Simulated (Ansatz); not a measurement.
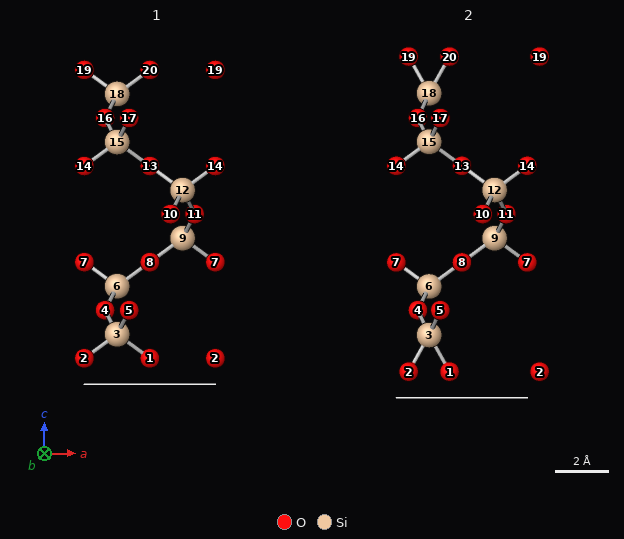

Two geometries of a slab of composition Si₃O₇ (cut from the I-42d phase), drawn at one scale. One is the start of a relaxation, the other its converged end. Style: ball-and-stick. Shown: the cell of the calculation, outlined in the plane, without the vacuum (origin shifted), along the b axis.

All numbers below come from DFT PBE, scalar-relativistic, plane waves, PAW in Ansatz. (plane-wave cutoff 420 eV; k-point mesh 5 × 5 × 1; occupations gaussian; smearing width 0.05 eV; no spin polarisation; dipole correction; atoms relaxed in a fixed cell; force threshold 0.02 eV/Å; at most 60 steps)

Q: Which of the two is the end point?

A: Structure 2 is the relaxed one. Case: (0 0 1) slab, atoms relaxed. The slab is the (0 0 1) face of SiO2. Over 9 geometry steps the energy falls by 2.429 eV per cell of the calculation. Largest force component: 0.65 eV/Å at the start, 0.0041 eV/Å at the end. The largest moves relative to the layer's centre, 0.73 Å, are those of O1, O2, O19 and O20. O1 goes at 45° to the normal (−c side). By element the largest moves are O 0.73 Å, Si 0.03 Å. The cell doesn't change. Among the contacts that change: O19–O20 2.678 → 1.642 Å. Bond angles that change, for instance: O1–Si3–O2 110.9° → 60.5°, O1–Si3–O4 108.8° → 121.4°, O1–Si3–O5 108.8° → 119.6°. The run took 6.7 min on 2 threads of Arm Neoverse V2 (shared host), peak memory 1.2 GiB.
